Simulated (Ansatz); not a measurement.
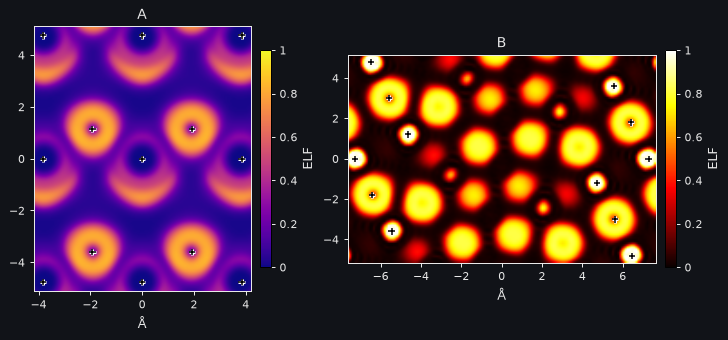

The ELF of 2 systems, each on a plane through atoms (crosses mark nuclei in the plane).

The calculation used Ansatz, DFT PBEsol, scalar-relativistic, plane waves, PAW.

System 1: SnO, the (100) plane of the conventional cell. Space group P4/nmm; computed pressure about −2 GPa in this cell.

System 2: LiF, the (111) plane of the conventional cell. Space group P6₃/mmc; a generated structure, not necessarily the stable one.

```xyz
12
Lattice="2.8151 0.0000 0.0000 -1.4076 2.4380 0.0000 0.0000 0.0000 14.2878" Properties=species:S:1:pos:R:3 pbc="T T T"
Li    0.0000    0.0000   10.7159
F     1.4076    0.8126   11.9678
Li    0.0000    1.6253   13.1281
F     0.0000    0.0000    0.0000
Li    1.4076    0.8126    1.1597
F     0.0000    1.6253    2.3201
Li    0.0000    0.0000    3.5720
F     0.0000    1.6253    4.8239
Li    1.4076    0.8126    5.9842
F     0.0000    0.0000    7.1439
Li    0.0000    1.6253    8.3037
F     1.4076    0.8126    9.4640
```

Question: Match each panel to its system.

Answer: Panel A is system 1, SnO: the plane holds Sn and O. Sn–O (2.24 Å): the ELF peaks at about 0.85 in the valence shell of O, 0.6 Å from its nucleus, and is about 0.20 at the midpoint (no localised pair shows between them). Panel B is system 2, LiF: the plane holds Li and F. Li–F (2.00 Å): the ELF peaks at about 0.80 in the valence shell of F, 0.6 Å from its nucleus, and falls to about 0 next to Li; a largely ionic contact.
